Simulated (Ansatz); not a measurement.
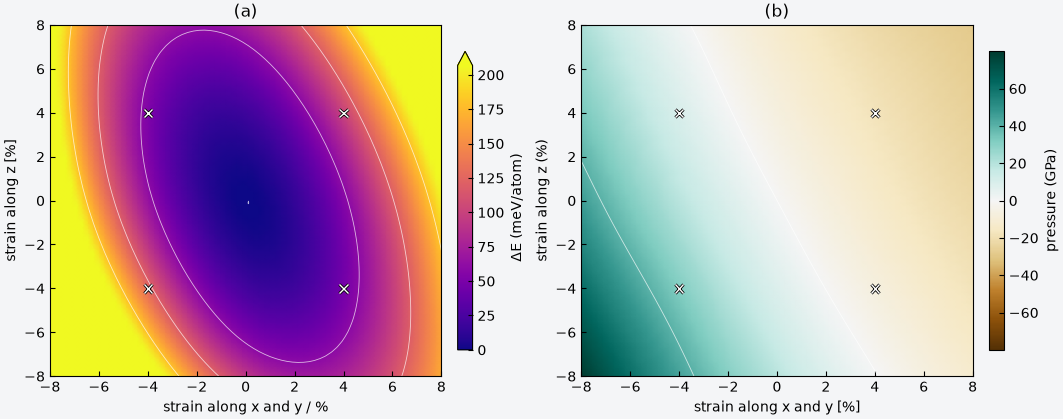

Ti2C (R-3m, No. 166; 3 atoms in the cell). 
- The cell is strained homogeneously, by one strain along x and y and another along z, with fractional coordinates fixed (x along [1 0 0], z along [0 0 1] of the conventional cell).
- Coordinates scanned: (1) strain along x and y; (2) strain along z.
- Grid: 5 × 5 points. At 4 points there is no value.
- Points are written as (first, second).
- All energies are given in meV/atom relative to the lowest grid point.
- Theory: Ansatz, DFT PBEsol, scalar-relativistic, plane waves, PAW. Settings: cutoff 420 eV, k-mesh 18×18×18, gaussian smearing 0.15 eV, no spin polarisation.

Panel (a) is the energy and panel (b) the computed pressure on the same grid.

In the figure: a smooth colour map with a few white contour lines, crosses at grid points without a value, one colour for all values above the top of the scale. Between grid points the surface is interpolated.

Q: How does the pressure vary over the map, and what is it at the lowest grid point?

A: It runs from −28 GPa at (8 %, 8 %) to 80 GPa at (−8 %, −8 %). At the lowest grid point, (0 %, 0 %), it is 0 GPa.

| strain along z ↓, strain along x and y → | −8 | −4 | 0 | 4 | 8 |
| --- | --- | --- | --- | --- | --- |
| 8 | 23 | 2 | −12 | −22 | −28 |
| 4 | 33 | – | −7 | – | −26 |
| 0 | 46 | 19 | 0 | −13 | −22 |
| −4 | 62 | – | 8 | – | −18 |
| −8 | 80 | 44 | 19 | 1 | −12 |
